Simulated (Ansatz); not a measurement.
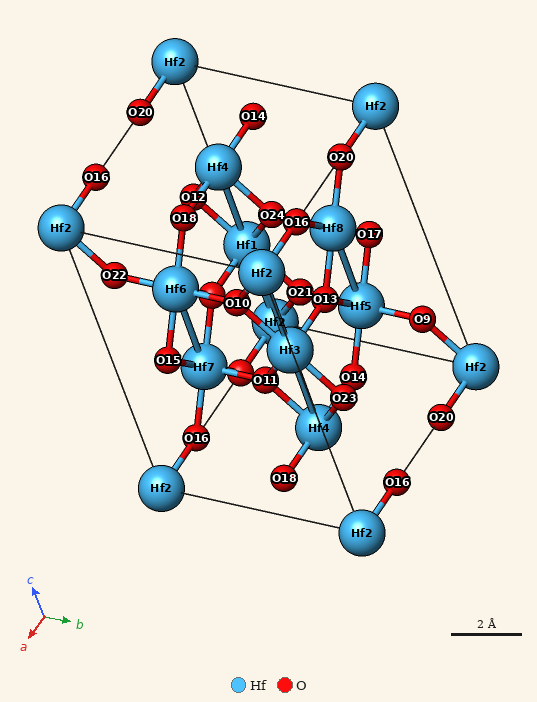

Fig. 1: The input geometry (ball-and-stick view of the cell of the calculation, seen at an oblique angle; atoms are numbered from 1 in the order of the input). An atom can appear more than once, as a periodic image. Near neighbours in the periodic cell (some may lie outside the picture): Hf has 2 Hf at 3.21 Å and 6 O at 2.08 to 2.09 Å; O has 3 Hf at 2.08 to 2.09 Å.

Single-point calculation, with input and output: HfO₂ (part 1 of 2)

HfO₂ (24 atoms in the cell), computed with DFT PBEsol, scalar-relativistic, plane waves, PAW, no spin polarisation (Ansatz 0.2.0).

The structure derives from a Materials Project entry. It belongs to a series of runs on one base structure; here: the perfect crystal in a cell of 24 atoms. Figures and captions count atoms from 1; the log counts them from 0 in places.

The program's output:
```
Engine: ansatz 0.2.0, x86_64-unknown-linux-gnu
Pseudopotentials: kind: paw
Pseudopotential: Hf, paw, valence charge 26, recommended cutoff 420 eV (normal), Hf.paw.azcp
Pseudopotential: O, paw, valence charge 6, recommended cutoff 420 eV (normal), O.paw.azcp
Functional definition: PBEsol
  exchange = pbesol_x
  correlation = pbesol_c
Crystal: 24 atoms, lattice volume = 299.532 Å³
Basis set: ecut = 420 eV, 5841 PW (Γ), exchange–correlation on 96×96×108 points (8 copies of the dense FFT grid, shifted against one another)
Bands: 183, of which v1, the nominal top of the filled ones, is band 152 counted from 1 (151 counted from 0)
Symmetry: 64 space group operations
Space group: P42/mnm (ITA 136), of the structure as read, at distance tolerance 6.7e-5 Å
k-points: 4 of 8
Non-local potential: Hf, projectors of the file, l = 0: 3, l = 1: 2, l = 2: 2, l = 3: 3
Non-local potential: O, projectors of the file, l = 0: 2, l = 1: 2, l = 2: 1
PAW form: soft (Blöchl's): semilocal exchange-correlation on the pseudo side does not see the compensation charge
PAW frozen core: Hf, regenerated for the run's functional, and the local potential with it (the file was generated under x = pbe(κ = 0.804, μ = 0.2195149727645171), c = pbe(β = 0.06672455060314922))
PAW frozen core: O, regenerated for the run's functional, and the local potential with it (the file was generated under x = pbe(κ = 0.804, μ = 0.2195149727645171), c = pbe(β = 0.06672455060314922))
PAW one-centre angular grid: Hf, 590 points (default); XC on 64 Gauss nodes
PAW one-centre angular grid: O, 110 points (default); XC on 64 Gauss nodes
Initial density: superposition of atomic densities (neutral atoms: chi_scale 0, normalization atom), corrected by the library's trained network
Initial wavefunctions: pseudopotential atomic-orbital guess
Functional: x = pbesol(κ = 0.804, μ = 0.12345679012345678), c = pbesol(β = 0.046)
SCF iter   1: F=—  HF=-133800.978133 eV  |F-HF|=—  |Δ(HF+E_count)|=         —  Δρ=1.56e-2  dr2=5.82e-1  ethr=1.77e-3  ⟨swp⟩=5.2  Hψ=2214  notcnv=0  defer=31
preconditioner: auto → Resta (q_TF=auto, 2.735 Å⁻¹)  ε∞=5.2  [insulator: Δε(μ)=3.702 eV  Ē_g=17.735 eV  σ=0.010 eV  W_gap=1.00  n_scr=104 (ndim 8)  ℏωp=36.4 eV  f_vac=0.089  D(μ)=0.00/eV (n_scr^D=0)  ε∞_Penn≈5.2]
SCF iter   2: F=—  HF=-133800.832111 eV  |F-HF|=—  |Δ(HF+E_count)|=   1.46e-1  Δρ=2.57e-3  dr2=1.13e-2  ethr=1.92e-4  ⟨swp⟩=2.2  Hψ=1327  notcnv=0  defer=97
SCF iter   3: F=—  HF=-133800.830985 eV  |F-HF|=—  |Δ(HF+E_count)|=   1.13e-3  Δρ=1.29e-3  dr2=3.79e-3  ethr=3.73e-6  ⟨swp⟩=2.0  Hψ=1141  notcnv=0  defer=97
SCF iter   4: F=—  HF=-133800.831448 eV  |F-HF|=—  |Δ(HF+E_count)|=   4.64e-4  Δρ=5.28e-4  dr2=7.86e-4  ethr=1.25e-6  ⟨swp⟩=2.8  Hψ=1260  notcnv=0  defer=97
SCF iter   5: F=—  HF=-133800.830983 eV  |F-HF|=—  |Δ(HF+E_count)|=   4.66e-4  Δρ=1.37e-4  dr2=4.88e-5  ethr=2.59e-7  ⟨swp⟩=2.0  Hψ=1224  notcnv=0  defer=97
SCF iter   6: F=—  HF=-133800.830822 eV  |F-HF|=—  |Δ(HF+E_count)|=   1.61e-4  Δρ=2.39e-5  dr2=1.76e-6  ethr=1.60e-8  ⟨swp⟩=2.5  Hψ=1245  notcnv=0  defer=97
SCF iter   7: F=—  HF=-133800.830823 eV  |F-HF|=—  |Δ(HF+E_count)|=   6.29e-7  Δρ=6.59e-6  dr2=1.50e-7  ethr=5.78e-10  ⟨swp⟩=2.5  Hψ=1315  notcnv=0  defer=97
SCF iter   8: F=-133800.830823 eV  HF=-133800.830823 eV  |F-HF|=2.71e-9  |Δ(HF+E_count)|=   1.11e-7  Δρ=1.83e-6  dr2=1.62e-8  ethr=3.29e-11  ⟨swp⟩=15.8  Hψ=5579  notcnv=0
SCF 1 converged in 8 iterations: F = -133800.830823 eV  dr2 = 1.62e-8
  greatest PAW one-centre occupation: 0.999 electrons in one spin orbital (limit 2), on the Hf atom at site 3 (counted from 0), in its partial waves of l = 3
SCF converged after 8 iterations
Free energy (F): -133800.830823 eV
Harris-Foulkes:  -133800.830823 eV  (|F-HF|=2.71e-9)
Internal energy: -133800.830823 eV  (E = F + TS)
E sigma→0 (E₀):  -133800.830823 eV
Fermi energy:    14.324102 eV
--- Per-component energies (eV) ---
  E_band       = -497.378571
  E_kinetic    = 6162.946914
  E_local      = -51990.845930  (includes V_loc(G=0)·N_el)
  E_nonlocal   = -9122.463428
  E_hartree    = 23638.374093
  E_xc         = -3542.502759
  E_vxc        = -3617.431036  (∫ρ·V_xc dr)
  E_paw        = -56896.612223  (= ΣΔE_a)
  E_vpaw       = 10793.604450  (= ΣTr[D̂ρ^β])
  E_aug_tail   = 0.039865  (compensation charges beyond the density's cutoff)
  E_ewald      = -42060.340695
  E_core_change = 10.573339  (= ΣΔE_core)
  E_smearing   = -0.000000  (= −TS)
  E_closure    = -0.000000  (closes the sum)
  Σ components = -133800.830823   (vs F -133800.830823, Δ=0.00e0)
--- Forces (eV/Å), atoms counted from 1 ---
  atom   1  Hf    -0.00000000     0.00000000    -0.00000000
  atom   2  Hf    -0.00000000     0.00000000    -0.00000000
  atom   3  Hf    -0.00000000     0.00000000    -0.00000000
  atom   4  Hf    -0.00000000     0.00000000    -0.00000000
  atom   5  Hf     0.00000000    -0.00000000     0.00000000
  atom   6  Hf     0.00000000     0.00000000     0.00000000
  atom   7  Hf     0.00000000     0.00000000     0.00000000
  atom   8  Hf     0.00000000     0.00000000     0.00000000
  atom   9  O     -0.00134925     0.00134925     0.00000000
  atom  10  O     -0.00134925     0.00134925     0.00000000
  atom  11  O     -0.00134925     0.00134925     0.00000000
  atom  12  O     -0.00134925     0.00134925     0.00000000
  atom  13  O      0.00134925     0.00134925    -0.00000000
  atom  14  O      0.00134925     0.00134925    -0.00000000
  atom  15  O      0.00134925     0.00134925     0.00000000
  atom  16  O      0.00134925     0.00134925    -0.00000000
  atom  17  O     -0.00134925    -0.00134925     0.00000000
  atom  18  O     -0.00134925    -0.00134925    -0.00000000
  atom  19  O     -0.00134925    -0.00134925     0.00000000
  atom  20  O     -0.00134925    -0.00134925    -0.00000000
  atom  21  O      0.00134925    -0.00134925    -0.00000000
  atom  22  O      0.00134925    -0.00134925    -0.00000000
  atom  23  O      0.00134925    -0.00134925    -0.00000000
  atom  24  O      0.00134925    -0.00134925    -0.00000000
  max |Σ_I F_I| component: 6.07e-17 eV/Å
--- Stress (GPa, compression-positive) ---
        0.124804       0.000000      -0.000000
       -0.000000       0.124804       0.000000
       -0.000000       0.000000       0.024927
  P = ⅓ Tr σ = 0.0915 GPa (0.915 kbar)
--- Band table (eV) ---
  k-point 0: bands = ["-47.9189", "-47.9091", "-47.9034", "-47.9034", "-47.9034", "-47.9034", "-47.8928", "-47.8928", "-17.1102", "-17.1102", "-16.9153", "-16.9153", "-16.8375", "-16.8375", "-16.8375", "-16.8375", "-16.8035", "-16.8035", "-16.8035", "-16.8035", "-16.6836", "-16.6836", "-16.6542", "-16.6542", "-16.6216", "-16.6216", "-16.6091", "-16.6091", "-16.6091", "-16.6091", "-16.5058", "-16.4445", "-5.2064", "-4.4048", "-4.1875", "-4.1875", "-4.1875", "-4.1875", "-3.9979", "-3.9979",
      "-3.7311", "-3.7311", "-3.7107", "-3.7107", "-3.7107", "-3.7107", "-3.2863", "-3.2863", "2.1975", "2.1975", "2.2056", "2.2138", "2.2138", "2.2138", "2.2138", "2.2312", "2.2312", "2.2370", "2.2370", "2.2370", "2.2370", "2.2389", "2.2389", "2.2405", "2.2444", "2.2444", "2.2462", "2.2462", "2.2493", "2.2493", "2.2499", "2.2499", "2.2501", "2.2501", "2.2501", "2.2501", "2.2522", "2.2522", "2.2522", "2.2522",
      "2.2525", "2.2525", "2.2626", "2.2626", "2.2626", "2.2626", "2.2693", "2.2762", "2.2779", "2.2779", "2.2779", "2.2779", "2.2903", "2.2903", "2.2927", "2.2967", "2.2968", "2.2968", "2.3233", "2.3233", "2.3233", "2.3233", "2.3854", "2.3854", "6.8148", "7.3309", "7.8089", "7.8089", "7.8089", "7.8089", "7.9982", "8.3615", "8.3615", "8.3647", "8.3647", "8.3647", "8.3647", "8.8318", "8.8318", "9.0970",
      "9.0970", "9.2061", "9.2061", "9.9644", "9.9644", "9.9644", "9.9644", "10.2856", "10.2856", "10.3464", "10.3464", "10.5616", "10.5616", "10.7976", "10.7976", "10.7976", "10.7976", "10.8132", "10.9220", "10.9220", "10.9220", "10.9220", "11.4183", "11.4183", "11.4183", "11.4183", "11.4211", "11.4211", "11.7398", "11.9866", "11.9866", "12.3808", "16.2674", "16.4477", "17.5685", "17.6526", "17.6526", "17.6526", "17.6526", "17.9301",
      "17.9301", "17.9429", "17.9429", "17.9495", "17.9495", "17.9495", "17.9495", "18.2430", "18.2430", "18.2430", "18.2430", "18.4114", "18.4114", "18.4472", "18.4472", "18.5270", "20.2561", "20.7136", "21.5372", "21.5372", "21.5372", "21.5372", "22.0166"]
```
